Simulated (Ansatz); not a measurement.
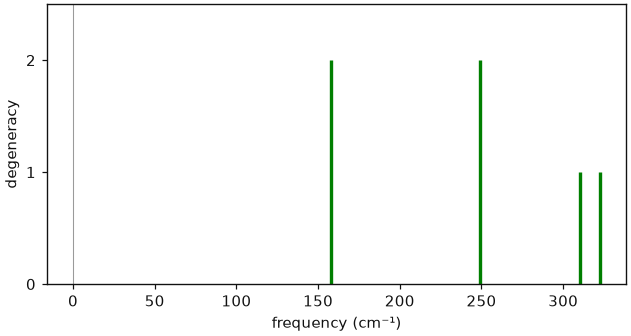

Plotted: zone-centre optical phonon frequencies (the three acoustic modes are left out) for ZrS₂, space group P-3m1 (No. 164).

The given structure:
```
CELL_PARAMETERS angstrom
3.63347 0.00000 0.00000
-1.81674 3.14668 0.00000
0.00000 0.00000 5.98507
ATOMIC_POSITIONS crystal
Zr 0.00000 0.00000 0.00000
S 0.33333 0.66667 0.24246
S 0.66667 0.33333 0.75754
```

How it was computed, with Ansatz 0.2.0: harmonic phonon frequencies at the zone centre with atoms at rest in the given cell, without the long-range term of polar modes, the three translations left out, imaginary frequencies are negative; plane waves with PAW datasets, Γ-centred k mesh. Level: PBEsol, no spin polarisation.

| setting | value |
| --- | --- |
| wave cutoff | 420 eV |
| k mesh | 12×12×6 |
| occupations | fixed |
| volume relative to the relaxed cell | 1.02 |
| phonon method | linear response |

Q: Is the structure dynamically stable by these modes?

A: No frequency is imaginary, so the structure is stable to these displacements (zone-boundary modes weren't tested here).

Q: What is the highest frequency?

A: The highest mode lies at 322.6 cm⁻¹ (without the field of polar modes).

The computed values:

| frequency (cm⁻¹) |
| --- |
| 158.0 |
| 158.0 |
| 249.4 |
| 249.4 |
| 310.5 |
| 322.6 |
